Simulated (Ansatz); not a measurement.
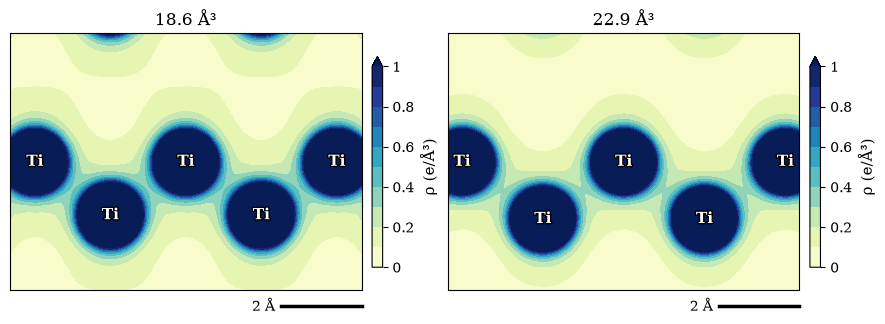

Ti. The valence charge density (pseudo) of cells scaled evenly to different volumes (given per atom above each panel), on the (11̄0) plane of each (indices in the axes of the cell below), at one length scale and on one colour scale.

A generated structure, not necessarily the stable one; computed without spin polarisation.

All numbers below come from DFT, PBEsol, plane waves (420 eV) with PAW, scalar-relativistic (Ansatz 0.2.0).

In a PAW calculation such maps are meaningful between the atoms, not at the nuclei.

The largest cell:

```
Ti
1.0
     0.00000    2.83876    2.83876
     2.83876    0.00000    2.83876
     2.83876    2.83876    0.00000
Ti
2
Direct
  0.12500 0.12500 0.12500
  0.87500 0.87500 0.87500
```

| volume (Å³/atom) | Ti–Ti contact in the plane (Å) | ρ at its midpoint (e/Å³) | 
| --- | --- | --- |
| 18.64 | 2.296 | 0.392 | 
| 21.18 | 2.396 | ? | 
| 22.88 | 2.458 | 0.300 | 

### What values belong in the row with question marks?

Over the known rows ln ρ falls by 1.65 per Å of Ti–Ti distance (the line through the two), which gives 0.332 e/Å³ at 2.396 Å; the calculation gives 0.329 e/Å³.
